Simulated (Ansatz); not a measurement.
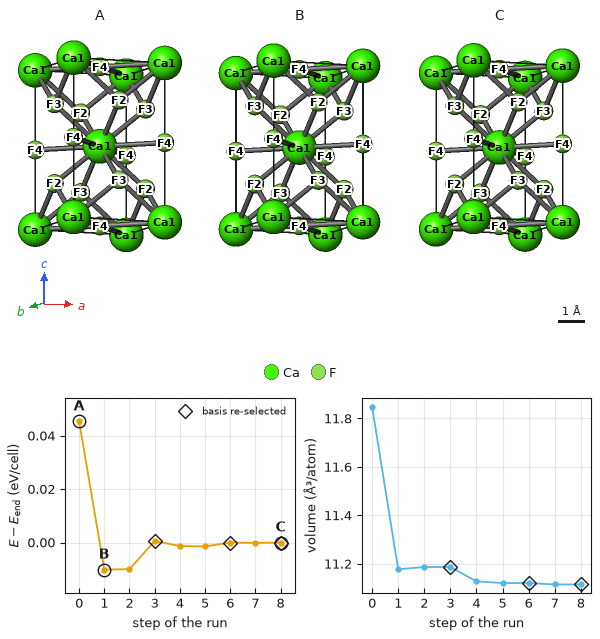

Frames of a relaxation of a crystal of CaF$_{3}$ (set up in I4/mmm), marked on the history of the run. The picture is a ball-and-stick view of the conventional cell (2 times the calculation's cell), seen from a free direction. Lengths and directions refer to the drawn axes.

Case: relaxed again under DFT PBEsol, scalar-relativistic, plane waves, PAW.

These are results of DFT PBEsol, scalar-relativistic, plane waves, PAW in Ansatz 0.2.0, not measurements.

Input file:
```yaml
crystal:
  lattice:
    - [-1.9385352861, 1.9385352861, 3.1530508043]
    - [1.9385352861, -1.9385352861, 3.1530508043]
    - [1.9385352861, 1.9385352861, -3.1530508043]
  atoms:
    - { symbol: Ca, position: [0.0, 0.0, 0.0] }
    - { symbol: F, position: [0.75, 0.25, 0.5], spin: 0.25 }
    - { symbol: F, position: [0.25, 0.75, 0.5], spin: 0.25 }
    - { symbol: F, position: [0.5, 0.5, 0.0], spin: 0.61 }
basis:
  ecutwfc: 420
kpoints:
  mp_grid: { grid: [16, 16, 16] }
hamiltonian:
  xc: pbesol
scf:
  occupations: { method: gaussian, width: 0.1 }
output:
  forces: true
  stress: true
  eigenvalues: true
  populations: true
magnetization:
  spin_polarized: true
relax:
  adjacent_minimum: "off"
  f_tol: 0.005
  max_steps: 50
  cell: { stress_tol: 0.05 }
```

Run as
```bash
ansatz run input.yaml --threads 1 --pin off --max-ram 2560MiB --backend cpu --events-out ev --progress --plain --runs-dir out
```

### What happens along the run?

No atom moves by more than 0.005 Å relative to the cell. The volume changes by −6.2 %, with a = b 3.877 → 3.788 Å (−2.3 %), c 6.306 → 6.197 Å (−1.7 %). Near-neighbour distances that change, for instance: Ca1–F4 2.742 → 2.678 Å, Ca1–F2 2.499 → 2.447 Å. The space group stays I4/mmm (No. 139). Over 5 accepted moves (8 points after the start) the energy falls by 45.4 meV per cell of the calculation. All forces vanish by symmetry, so only the cell relaxes. Pressure: −4.67 GPa at the start and 0.00 GPa at the end. The SCF was repeated 3 times at an unchanged geometry on a basis and grid sized afresh for the cell, which shifted the energy by 10.5 meV per cell of the calculation at most. Cost: 10 min on 1 thread of Intel(R) Xeon(R) Processor @ 2.50GHz (Skylake/Cascade Lake), with other jobs on the host, peak memory 0.77 GiB. From step 0 to 1: volume −5.7 %, energy −55.5 meV per cell of the calculation. From step 1 to 8: volume −0.6 %, energy +10.2 meV per cell of the calculation.

```tsv
step	E − E(0), meV/atom	pressure, GPa	volume, Å³/atom	note
0	0.00	-4.67	11.849	
1	-13.88	0.08	11.177	
2	-13.83	-0.01	11.187	
3	-11.20	-0.53	11.187	same geometry, new basis
4	-11.66	-0.06	11.128	
5	-11.71	0.00	11.121	
6	-11.34	-0.04	11.121	same geometry, new basis
7	-11.38	0.00	11.115	
8	-11.34	0.00	11.115	same geometry, new basis
```
